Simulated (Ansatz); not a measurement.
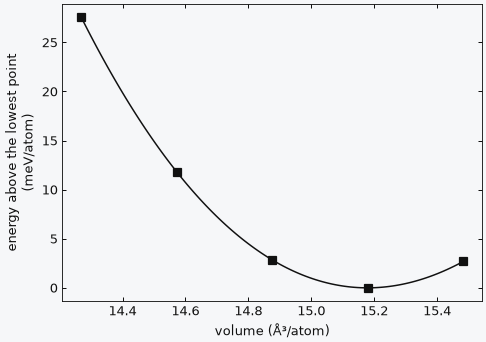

The plot gives the computed energy above the lowest point against volume.

Computed with Ansatz 0.2.0 development build: equation of state of a cubic crystal from periodic Kohn-Sham density functional theory without spin, third-order Birch-Murnaghan fit to the free energies; pressure corrected for the finite basis. Level: PBE.

Q: For which of these solids was it computed?
A. V, Fd-3m (No. 227)
B. Mn, Fd-3m (No. 227)
C. Nb, Im-3m (No. 229)

A: B, Mn: energy above the lowest point from 0.0 meV/atom to 27.6 meV/atom, V0 15.18 Å³/atom, B0 146 GPa. The others give: Nb, energy above the lowest point from 0.0 meV/atom to 38.7 meV/atom, V0 18.14 Å³/atom, B0 170 GPa; V, energy above the lowest point from 0.0 meV/atom to 14.2 meV/atom, V0 18.61 Å³/atom, B0 64.3 GPa.

For Mn, limits of the calculation: cubic model structure, not the ambient form; no spin polarisation, a magnetic state may lie lower.

For V, limits of the calculation: cubic model structure, not the ambient form; no spin polarisation, a magnetic state may lie lower.
